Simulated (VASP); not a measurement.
Consider GaP.

```xyz
8
Lattice="5.5107 0.0000 0.0000 0.0000 5.5107 0.0000 0.0000 0.0000 5.5107" Properties=species:S:1:pos:R:3 pbc="T T T"
Ga    0.0000    0.0000    0.0000
Ga    2.7554    2.7554    0.0000
Ga    2.7554    0.0000    2.7554
Ga    0.0000    2.7554    2.7554
P     2.7554    0.0000    0.0000
P     0.0000    2.7554    0.0000
P     0.0000    0.0000    2.7554
P     2.7554    2.7554    2.7554
```

Space group Fm-3m; changed on purpose from its base cell (In replaced by Ga, lengths x 0.952, strained and moved within the space group); computed pressure about −11 GPa in this cell.

These are results of Kohn-Sham DFT of a periodic cell, PBE, VASP PAW PBE potentials, recommended in VASP, not measurements.

Question: Predict the valence pseudo-density and electron localisation function between the atoms.

Answer: Ga–P (2.76 Å): the density is about 0.27 e/Å³ at the midpoint; the ELF peaks at about 0.85 in the valence shell of P, 0.9 Å from its nucleus, and drops to about 0.30 between the two atoms.

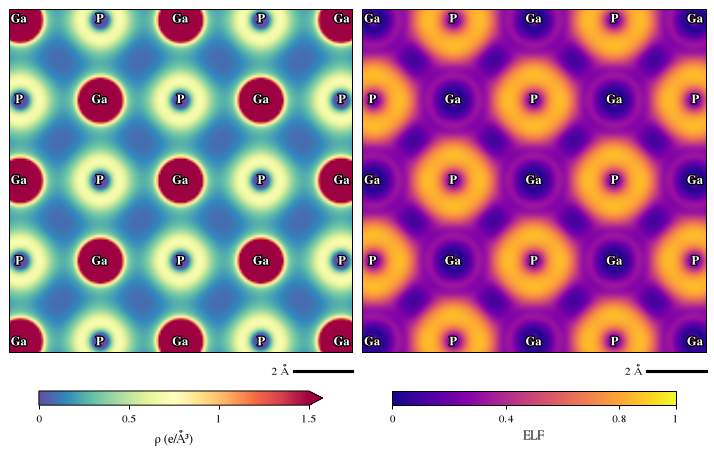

Computed valence pseudo-density and electron localisation function on the (001) plane of the conventional cell, in this order. 
